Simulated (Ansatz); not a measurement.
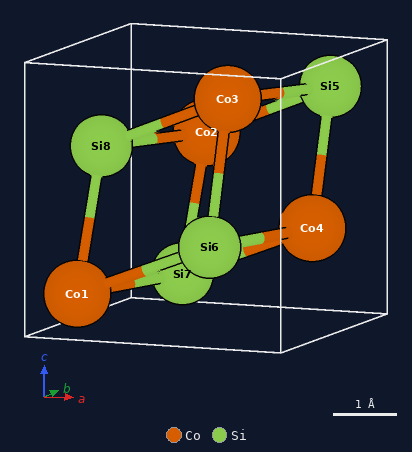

Crystalline CoSi (set up in P2_13), before the relaxation. A ball-and-stick model of the cell of the calculation, seen from a free direction.

Case: relaxed again under DFT PBE+D3(BJ), scalar-relativistic, plane waves, PAW.

Method: DFT PBE+D3(BJ), scalar-relativistic, plane waves, PAW in Ansatz 0.2.0.

Input
```yaml
crystal:
  lattice:
    - [4.43084907, 0.0, 0.0]
    - [0.0, 4.43084907, 0.0]
    - [0.0, 0.0, 4.43084907]
  atoms:
    - { symbol: Co, position: [0.1450189116, 0.1450189116, 0.1450189116] }
    - { symbol: Co, position: [0.3549810884, 0.8549810884, 0.6450189116] }
    - { symbol: Co, position: [0.6450189116, 0.3549810884, 0.8549810884] }
    - { symbol: Co, position: [0.8549810884, 0.6450189116, 0.3549810884] }
    - { symbol: Si, position: [0.8431597104, 0.8431597104, 0.8431597104] }
    - { symbol: Si, position: [0.6568402896, 0.1568402896, 0.3431597104] }
    - { symbol: Si, position: [0.3431597104, 0.6568402896, 0.1568402896] }
    - { symbol: Si, position: [0.1568402896, 0.3431597104, 0.6568402896] }
basis:
  ecutwfc: 420
kpoints:
  mp_grid: { grid: [8, 8, 8] }
hamiltonian:
  xc: pbe
  dispersion: d3bj
scf:
  occupations: { method: gaussian, width: 0.1 }
output:
  forces: true
  stress: true
  eigenvalues: true
relax:
  adjacent_minimum: "off"
  f_tol: 0.005
  max_steps: 50
  cell: { stress_tol: 0.05 }
```

Run as
```bash
ansatz run input.yaml --threads 2 --pin off --max-ram 5120MiB --backend cpu --events-out ev --progress --plain --runs-dir out
```

### Predict the outcome.

The largest moves relative to the cell, 0.008 Å, are those of Co1, Co2, Co3 and Co4. Co2 goes along [−1 −1 1]. Largest moves by element: Co 0.008 Å, Si 0.004 Å. The volume changes by −3.3 %, with a = b = c 4.431 → 4.381 Å (−1.1 %). Among the contacts that change: Co1–Si6 2.432 → 2.398 Å, Co1–Si5 2.317 → 2.295 Å, Co1–Si6 (another image) 2.335 → 2.314 Å. The space group stays P2_13 (No. 198). The energy falls by 8.8 meV per atom in 4 accepted moves (5 points after the start). Largest force component: 0.0028 eV/Å at the start, under 0.0001 eV/Å at the end. The pressure goes from −7.54 to −0.02 GPa. The SCF was repeated once at an unchanged geometry on a basis and grid sized afresh for the cell, which shifted the energy by 0.2 meV per atom at most.

After the run, drawn alike:

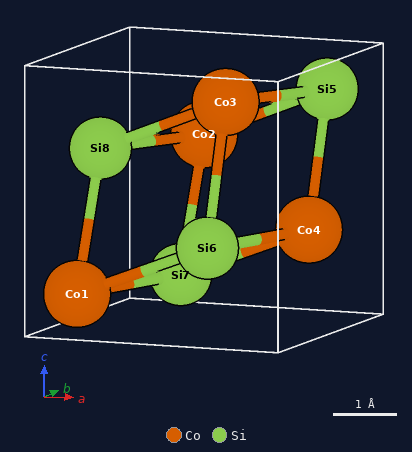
